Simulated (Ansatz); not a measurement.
# Hf5S: from a guess to a relaxed structure

The task: take a trial cell of Hf5S to zero force and stress.

Program: Ansatz 0.2.0. Level of theory: DFT PBE, scalar-relativistic, plane waves, PAW. These are calculated values, not measurements.

## Step 1: The system as given

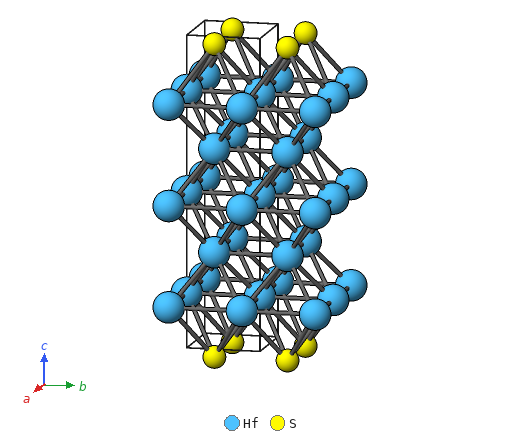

Start, viewed slightly off an axis; hafnium blue, sulfur yellow. 2×2×1 cells are drawn. Atoms on the faces are drawn again on the opposite ones.

Structure file:

```cif
data_structure
_symmetry_space_group_name_H-M 'P4/mmm'
_symmetry_Int_Tables_number 123
_cell_length_a 3.1247
_cell_length_b 3.1247
_cell_length_c 13.2363
_cell_angle_alpha 90.000
_cell_angle_beta 90.000
_cell_angle_gamma 90.000
_cell_volume 129.24
loop_
_atom_site_label
_atom_site_type_symbol
_atom_site_symmetry_multiplicity
_atom_site_Wyckoff_symbol
_atom_site_fract_x
_atom_site_fract_y
_atom_site_fract_z
_atom_site_occupancy
Hf1 Hf 2 h 0.50000 0.50000 0.33448 1
Hf2 Hf 2 g 0.00000 0.00000 0.17599 1
Hf3 Hf 1 b 0.00000 0.00000 0.50000 1
S1 S 1 c 0.50000 0.50000 0.00000 1
```

A structure generator made this guess: species swapped into a database cell of Hf5Pb (P4/mmm, No. 123), with S on the Pb sites. Lengths come from tabulated atomic sizes and are only a guess.

## Step 2: Probe: one point on a coarse mesh

Input file input.yaml:

```yaml
crystal:
  lattice:
    - [3.12473815, 0.0, 0.0]
    - [0.0, 3.12473815, 0.0]
    - [0.0, 0.0, 13.23629018]
  atoms:
    - { symbol: Hf, position: [0.5, 0.5, 0.33448228] }
    - { symbol: Hf, position: [0.5, 0.5, 0.66551772] }
    - { symbol: Hf, position: [0.0, 0.0, 0.1759868] }
    - { symbol: Hf, position: [0.0, 0.0, 0.8240132] }
    - { symbol: Hf, position: [0.0, 0.0, 0.5] }
    - { symbol: S, position: [0.5, 0.5, 0.0] }
basis:
  ecutwfc: 420
kpoints:
  mp_grid: { grid: [6, 6, 2] }
hamiltonian:
  xc: pbe
scf:
  occupations: { method: gaussian, width: 0.1 }
  lower_state_search: "off"
output:
  forces: true
  stress: true
  eigenvalues: true
```

Launch:

```bash
> ansatz run input.yaml --threads 1 --pin off --max-ram 2560MiB --backend cpu --events-out ev --progress --plain --runs-dir out
```

Standard output, shortened:

```text
[...]
SCF converged after 12 iterations
Free energy (F): -79509.051387 eV
[...]
E sigma→0 (E₀):  -79509.027453 eV
Entropy (-TS):   -0.047867 eV (-7.978 meV/atom)
Fermi energy:    18.231257 eV
[...]
--- Forces (eV/Å), atoms counted from 1 ---
  atom   1  Hf     0.00000000     0.00000000     0.05177460
  atom   2  Hf     0.00000000     0.00000000    -0.05177460
  atom   3  Hf     0.00000000     0.00000000    -2.03960253
  atom   4  Hf     0.00000000     0.00000000     2.03960253
  atom   5  Hf     0.00000000    -0.00000000     0.00000000
  atom   6  S     -0.00000000    -0.00000000     0.00000000
[...]
--- Stress (GPa, compression-positive) ---
        4.181398       0.000000       0.000000
        0.000000       4.181398       0.000000
        0.000000       0.000000      -4.127133
  P = ⅓ Tr σ = 1.4119 GPa (14.119 kbar)
--- Band table (eV; the first three rows and the last of 20) ---
[...]
```

Run time: 13 s. Hardware: 1 thread of Intel Xeon Platinum 8259CL at 2.50GHz (Skylake/Cascade Lake), shared host; peak memory 0.54 GiB.

From the probe: pressure 1.4 GPa, largest force 2.04 eV/Å, gap on this mesh none (metal). A guess like this is first relaxed loosely on the coarse mesh.

## Step 3: Coarse relaxation

input.yaml: that of step 2 with these lines changed.

```diff
@@ -25 +25,6 @@
   eigenvalues: true
+relax:
+  adjacent_minimum: "off"
+  f_tol: 0.04
+  max_steps: 70
+  cell: { stress_tol: 0.4 }
```

Launch:

```bash
> ansatz run input.yaml --threads 1 --pin off --max-ram 2560MiB --backend cpu --events-out ev --progress --plain --runs-dir out
```

Standard output:

```text
Warning: RAYON_NUM_THREADS=1 ignored (pool sized by the plan → 1); use --threads N
Engine: ansatz 0.2.0, x86_64-unknown-linux-gnu
Pseudopotentials: kind: paw
Pseudopotential: Hf, paw, valence charge 26, recommended cutoff 420 eV (normal), Hf.paw.azcp
Pseudopotential: S, paw, valence charge 6, recommended cutoff 420 eV (normal), S.paw.azcp
Functional definition: PBE
  parameter kappa = 0.804
  parameter beta = 0.06672455060314922
  exchange = pbe_x(kappa = kappa, mu = beta*pi^2/3)
  correlation = pbe_c(beta = beta)
Crystal: 6 atoms, lattice volume = 129.239 Å³
Basis set: ecut = 420 eV, 2533 PW (Γ), exchange–correlation on 48×48×180 points (8 copies of the dense FFT grid, shifted against one another)
Bands: 82, of which v1, the nominal top of the filled ones, is band 68 counted from 1 (67 counted from 0)
Symmetry: 16 space group operations
Space group: P4/mmm (ITA 123), of the structure as read, at distance tolerance 5.1e-5 Å
k-points: 20 of 72
Non-local potential: Hf, projectors of the file, l = 0: 3, l = 1: 2, l = 2: 2, l = 3: 3
Non-local potential: S, projectors of the file, l = 0: 2, l = 1: 2, l = 2: 2
PAW form: soft (Blöchl's): semilocal exchange-correlation on the pseudo side does not see the compensation charge
PAW one-centre angular grid: Hf, 590 points (default); XC on 64 Gauss nodes
PAW one-centre angular grid: S, 110 points (default); XC on 64 Gauss nodes
Initial density: superposition of atomic densities (neutral atoms: chi_scale 0, normalization atom), corrected by the library's trained network
Initial wavefunctions: pseudopotential atomic-orbital guess
Functional: x = pbe(κ = 0.804, μ = 0.2195149727645171), c = pbe(β = 0.06672455060314922)
SCF iter   1: F=—  HF=-79509.252882 eV  |F-HF|=—  |Δ(HF+E_count)|=         —  Δρ=1.58e-2  dr2=7.74e0  ethr=1.77e-3  ⟨swp⟩=5.1  Hψ=4878  notcnv=0  defer=6
preconditioner: auto → Kerker (q_TF=auto, 2.752 Å⁻¹)  [metal: Δε(μ)=0.010 eV  Ē_g=16.799 eV  σ=0.100 eV  W_gap=0.06  n_scr=38 (ndim 8)  ℏωp=36.7 eV  f_vac=0.001  D(μ)=6.45/eV (n_scr^D=68)]
SCF iter   2: F=—  HF=-79509.124736 eV  |F-HF|=—  |Δ(HF+E_count)|=   1.28e-1  Δρ=8.14e-3  dr2=2.35e0  ethr=1.77e-3  ⟨swp⟩=1.0  Hψ=1900  notcnv=0  defer=6
SCF iter   3: F=—  HF=-79509.066571 eV  |F-HF|=—  |Δ(HF+E_count)|=   5.82e-2  Δρ=2.80e-3  dr2=2.01e-1  ethr=1.73e-3  ⟨swp⟩=1.2  Hψ=1541  notcnv=0  defer=6
SCF iter   4: F=—  HF=-79509.055726 eV  |F-HF|=—  |Δ(HF+E_count)|=   1.08e-2  Δρ=1.87e-3  dr2=5.37e-2  ethr=1.48e-4  ⟨swp⟩=2.0  Hψ=2165  notcnv=0  defer=57
SCF iter   5: F=—  HF=-79509.052552 eV  |F-HF|=—  |Δ(HF+E_count)|=   3.17e-3  Δρ=1.18e-3  dr2=8.54e-3  ethr=3.95e-5  ⟨swp⟩=1.8  Hψ=1833  notcnv=0  defer=57
SCF iter   6: F=—  HF=-79509.051913 eV  |F-HF|=—  |Δ(HF+E_count)|=   6.39e-4  Δρ=5.62e-4  dr2=7.83e-4  ethr=6.28e-6  ⟨swp⟩=2.0  Hψ=2000  notcnv=0  defer=67
SCF iter   7: F=—  HF=-79509.051358 eV  |F-HF|=—  |Δ(HF+E_count)|=   5.55e-4  Δρ=3.09e-4  dr2=2.34e-4  ethr=5.76e-7  ⟨swp⟩=2.0  Hψ=2860  notcnv=0  defer=67
SCF iter   8: F=—  HF=-79509.051369 eV  |F-HF|=—  |Δ(HF+E_count)|=   1.06e-5  Δρ=1.56e-4  dr2=1.54e-4  ethr=1.72e-7  ⟨swp⟩=2.0  Hψ=2866  notcnv=0  defer=67
SCF iter   9: F=—  HF=-79509.051366 eV  |F-HF|=—  |Δ(HF+E_count)|=   2.38e-6  Δρ=4.18e-5  dr2=5.77e-6  ethr=1.14e-7  ⟨swp⟩=2.0  Hψ=2185  notcnv=0  defer=67
SCF iter  10: F=—  HF=-79509.051388 eV  |F-HF|=—  |Δ(HF+E_count)|=   2.15e-5  Δρ=2.76e-5  dr2=1.41e-6  ethr=4.24e-9  ⟨swp⟩=2.0  Hψ=2854  notcnv=0  defer=77
SCF iter  11: F=—  HF=-79509.051387 eV  |F-HF|=—  |Δ(HF+E_count)|=   1.30e-6  Δρ=1.28e-5  dr2=7.27e-7  ethr=1.04e-9  ⟨swp⟩=2.2  Hψ=2898  notcnv=0  defer=77
SCF iter  12: F=-79509.051387 eV  HF=-79509.051387 eV  |F-HF|=4.76e-8  |Δ(HF+E_count)|=   3.28e-8  Δρ=4.20e-6  dr2=6.50e-8  ethr=7.35e-11  ⟨swp⟩=8.0  Hψ=7949  notcnv=0
SCF 1 converged in 12 iterations: F = -79509.051387 eV  dr2 = 6.50e-8
relax step   1: F+E_penalty+E_count = -79509.05138651 eV  Δ(F+E_penalty+E_count) = +0.000e0 eV  max|allowed force component| = 2.040e0 eV/Å  Δτ_max = 0.0000 Å  P = +1.412 GPa  Ω = 129.239 Å³  (12 SCF iters, dr2 threshold 1.00e-7 eV, accepted)
[... 19 lines left out ...]
relax step   2: F+E_penalty+E_count = -79509.92766214 eV  Δ(F+E_penalty+E_count) = -8.763e-1 eV  max|allowed force component| = 1.396e0 eV/Å  Δτ_max = 0.1995 Å  P = -2.551 GPa  Ω = 130.589 Å³  energy of the carried Pulay correction = -3.238e-4 eV  (12 SCF iters, dr2 threshold 6.00e-7 eV, accepted)
[... 16 lines left out ...]
relax step   3: F+E_penalty+E_count = -79510.52929692 eV  Δ(F+E_penalty+E_count) = -6.016e-1 eV  max|allowed force component| = 5.451e-1 eV/Å  Δτ_max = 0.1926 Å  P = -0.646 GPa  Ω = 125.707 Å³  energy of the carried Pulay correction = +8.636e-4 eV  (10 SCF iters, dr2 threshold 6.00e-7 eV, accepted)
[... 17 lines left out ...]
relax step   4: F+E_penalty+E_count = -79510.61081675 eV  Δ(F+E_penalty+E_count) = -8.152e-2 eV  max|allowed force component| = 8.915e-2 eV/Å  Δτ_max = 0.1255 Å  P = +1.021 GPa  Ω = 123.258 Å³  energy of the carried Pulay correction = +1.476e-3 eV  (11 SCF iters, dr2 threshold 6.00e-7 eV, accepted)
[... 14 lines left out ...]
relax step   5: F+E_penalty+E_count = -79510.61630627 eV  Δ(F+E_penalty+E_count) = -5.490e-3 eV  max|allowed force component| = 1.888e-2 eV/Å  Δτ_max = 0.0146 Å  P = -0.036 GPa  Ω = 124.491 Å³  energy of the carried Pulay correction = +1.167e-3 eV  (9 SCF iters, dr2 threshold 6.00e-7 eV, accepted)
[... 10 lines left out ...]
relax step   6: F+E_penalty+E_count = -79510.61540647 eV  Δ(F+E_penalty+E_count) = +8.998e-4 eV  max|allowed force component| = 1.894e-2 eV/Å  Δτ_max = 0.0000 Å  P = -0.038 GPa  Ω = 124.491 Å³  stress off target by 7.59e-2 GPa  SCF on the basis re-selected at this cell (its energy is not comparable with the rows above)  (6 SCF iters)
basis re-selected at this cell: Δ(F+E_penalty+E_count) = +8.998e-4 eV, ΔP = -0.002 GPa vs the last step (what re-selecting the basis moved, of the pressure what is left beyond the Pulay correction that the steps carried, after the strain that the cell walked since its last selection, with what the two solves' SCF thresholds leave and, on support functions, any second-order correction that the steps lacked; it is no measure of the basis error at this ecutwfc). This SCF's stress stands 7.59e-2 GPa from its target on what of the cell is left free (relax.cell.stress_tol is 4.00e-1 GPa) and its largest allowed force component is 1.89e-2 eV/Å (relax.f_tol is 4.00e-2 eV/Å): within both
SCF converged after 6 iterations
Free energy (F): -79510.615406 eV
Harris-Foulkes:  -79510.615406 eV  (|F-HF|=9.60e-10)
Internal energy: -79510.576933 eV  (E = F + TS)
E sigma→0 (E₀):  -79510.596170 eV
Entropy (-TS):   -0.038473 eV (-6.412 meV/atom)
Fermi energy:    19.225567 eV
--- Per-component energies (eV) ---
  E_band       = 160.767584
  E_kinetic    = 2228.627309
  E_local      = -26971.828510  (includes V_loc(G=0)·N_el)
  E_nonlocal   = -6193.993434
  E_hartree    = 12704.559560
  E_xc         = -1598.486069
  E_vxc        = -1419.815152  (∫ρ·V_xc dr)
  E_paw        = -35237.766168  (= ΣΔE_a)
  E_vpaw       = 7108.658224  (= ΣTr[D̂ρ^β])
  E_aug_tail   = -0.000005  (compensation charges beyond the density's cutoff)
  E_ewald      = -24441.689617
  E_smearing   = -0.038473  (= −TS)
  E_closure    = -0.000000  (closes the sum)
  Σ components = -79510.615406   (vs F -79510.615406, Δ=0.00e0)
--- Forces (eV/Å), atoms counted from 1 ---
  atom   1  Hf     0.00000000     0.00000000    -0.01893629
  atom   2  Hf     0.00000000     0.00000000     0.01893629
  atom   3  Hf     0.00000000     0.00000000    -0.00316854
  atom   4  Hf     0.00000000     0.00000000     0.00316854
  atom   5  Hf    -0.00000000     0.00000000     0.00000000
  atom   6  S      0.00000000    -0.00000000     0.00000000
  max |Σ_I F_I| component: 4.18e-29 eV/Å
--- Stress (GPa, compression-positive) ---
       -0.075948       0.000000       0.000000
        0.000000      -0.075948       0.000000
        0.000000       0.000000       0.036425
  P = ⅓ Tr σ = -0.0385 GPa (-0.385 kbar)
--- Band table (eV; the first three rows and the last of 20) ---
  k-point 0: bands = ["-42.9479", "-42.9440", "-42.4820", "-42.4756", "-42.3328", "-11.7929", "-11.6874", "-11.4143", "-11.4143", "-11.4034", "-11.4034", "-11.3324", "-11.1159", "-10.9940", "-10.9940", "-10.9345", "-10.9345", "-10.8130", "-10.7450", "-10.7450", "3.9930", "7.0848", "7.0848", "7.0861", "7.0863", "7.0869", "7.0875", "7.0875", "7.0922", "7.0926", "7.0951", "7.1175", "7.1175", "7.1261", "7.1261", "7.5547", "7.5569", "7.5569", "7.5576", "7.5584", "7.5584", "7.5593", "7.5597", "7.5765", "7.5813", "7.5867", "7.5867", "7.5888", "7.5888", "7.6792", "7.6943", "7.6943", "7.6976", "7.7144", "7.7220", "7.7220", "11.7410", "12.5392", "14.4809", "15.3914", "16.1878", "16.3672", "16.3672", "17.1007", "17.6549", "17.9403", "19.0307", "19.2369", "19.3850", "20.1408", "20.8338", "20.8338", "20.9752", "21.7375", "21.7375", "22.2817", "22.2817", "22.3052", "22.4873", "23.3100", "23.6162", "23.9126"]
[... 3 lines left out ...]
--- Relaxed structure (5 steps of the walk, 5 accepted, 1 SCFs on fresh bases) ---
  F+E_penalty+E_count = -79510.61540647 eV   max|allowed force component| = 1.894e-2 eV/Å   (the final SCF, on the basis selected at the relaxed cell)
  cell:  # Å, volume = 124.4908 Å³
    - [3.166934074501872, 0.0, 0.0]
    - [0.0, 3.166934074501872, 0.0]
    - [0.0, 0.0, 12.4124983393065]
  atoms:
    - { symbol: Hf, position: [0.5, 0.5, 0.32094496376574805] }
    - { symbol: Hf, position: [0.5, 0.5, 0.679055036234252] }
    - { symbol: Hf, position: [3.9966395210222597e-35, -1.5729745906031383e-35, 0.13799160463520158] }
    - { symbol: Hf, position: [6.307949123541159e-35, -2.728629391862587e-35, 0.8620083953647981] }
    - { symbol: Hf, position: [-5.441208022596571e-35, -1.5729745906031383e-35, 0.49999999999999994] }
    - { symbol: S, position: [0.5, 0.5, 0.0] }
```

It took 85 s on 1 thread of Intel Xeon Platinum 8259CL at 2.50GHz (Skylake/Cascade Lake), shared host; peak memory 0.57 GiB.

Relaxation path:

```csv
step,E - E(step 1) (eV/cell),largest force component (eV/Å),pressure (GPa),volume (Å³)
1,0.0000,2.0396,1.41,129.24
2,-0.8763,1.3963,-2.55,130.59
3,-1.4779,0.5451,-0.65,125.71
4,-1.5594,0.0892,1.02,123.26
5,-1.5649,0.0189,-0.04,124.49
6,-1.5640,0.0189,-0.04,124.49
```

Step 1 is the start. Step 6 repeats the geometry before it on a plane-wave basis chosen anew for that cell, so its energy need not be comparable with the rows above.

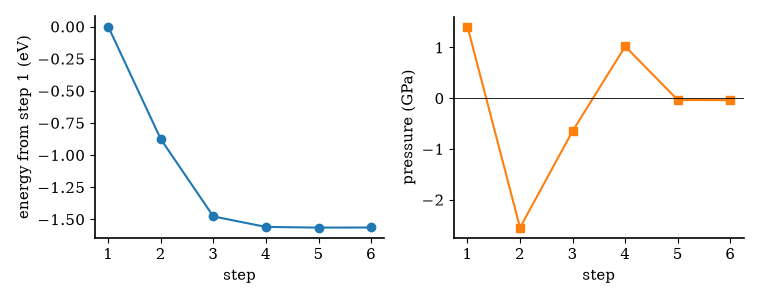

Energy and pressure along the relaxation.

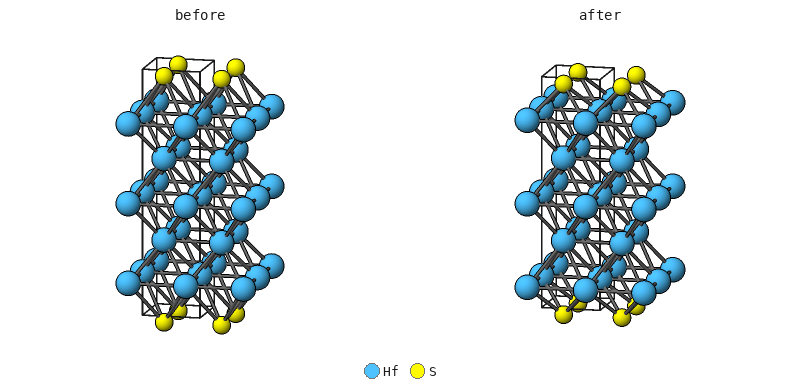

Before and after, at one scale.

|  | before | after | change |
| --- | --- | --- | --- |
| a (Å) | 3.125 | 3.167 | +1.4 % |
| b (Å) | 3.125 | 3.167 | +1.4 % |
| c (Å) | 13.236 | 12.412 | -6.2 % |
| volume (Å³/atom) | 21.54 | 20.75 | -3.7 % |
| shortest distance (Å) | 3.047 | 2.819 | -7.5 % |
| space group (0.01 Å) | P4/mmm | P4/mmm | same |

The run keeps the 16 symmetry operations of the start, so it could not have lowered the symmetry.

(Part 1 of 2 ends here.)
